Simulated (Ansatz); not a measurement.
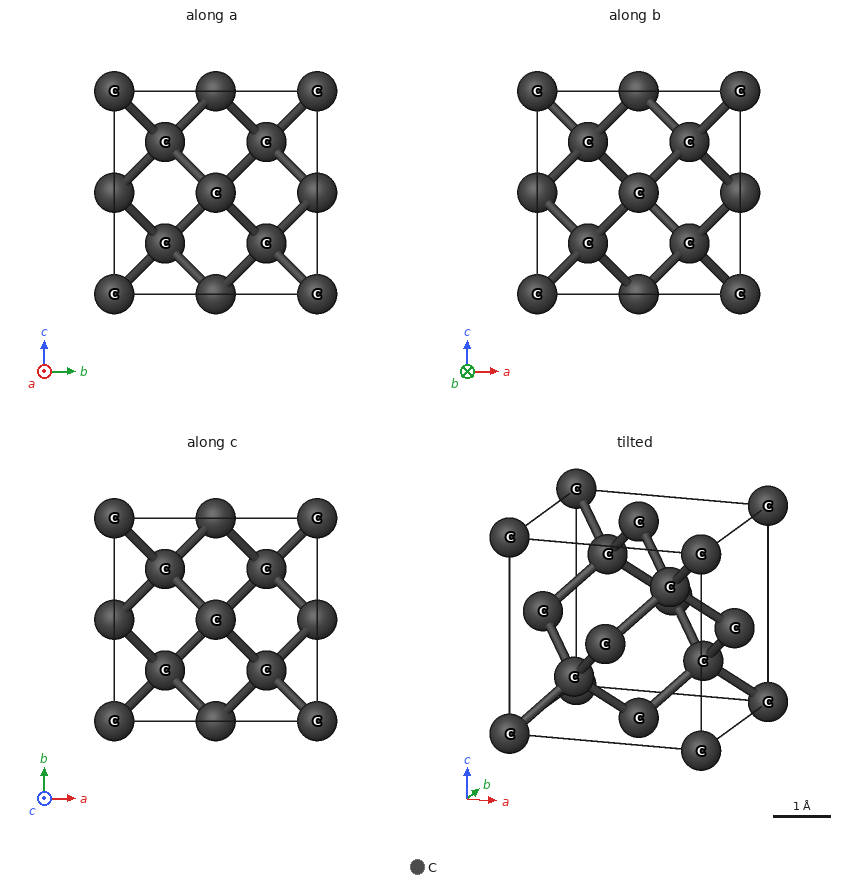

Figure: ball-and-stick view along the a axis, along the b axis, along the c axis and slightly off an axis. One conventional unit cell is outlined, and atoms on its boundary appear in each equivalent place.

Lattice parameters: a = 3.5716 Å, b = 3.5716 Å, c = 3.5716 Å, α = 90.000°, β = 90.000°, γ = 90.000°.

**Set out the cell and atoms as a CIF with its space group and independent sites.**

```cif
data_structure
_symmetry_space_group_name_H-M 'F d -3 m :1'
_symmetry_Int_Tables_number 227
_cell_length_a 3.5716
_cell_length_b 3.5716
_cell_length_c 3.5716
_cell_angle_alpha 90.000
_cell_angle_beta 90.000
_cell_angle_gamma 90.000
_cell_volume 45.56
loop_
_atom_site_label
_atom_site_type_symbol
_atom_site_symmetry_multiplicity
_atom_site_Wyckoff_symbol
_atom_site_fract_x
_atom_site_fract_y
_atom_site_fract_z
_atom_site_occupancy
C1 C 8 a 0.0000 0.5000 0.5000 1
```

Provenance: a structure type filled with this element by a generator (whether the element takes this form wasn't checked). Earlier steps of the study may have refined or changed the cell and positions. It was the input of a calculation with Ansatz.

At this level of theory the cell isn't at rest (stretched, at -7 GPa), so its distances can differ from those at equilibrium, the more so the softer the solid.
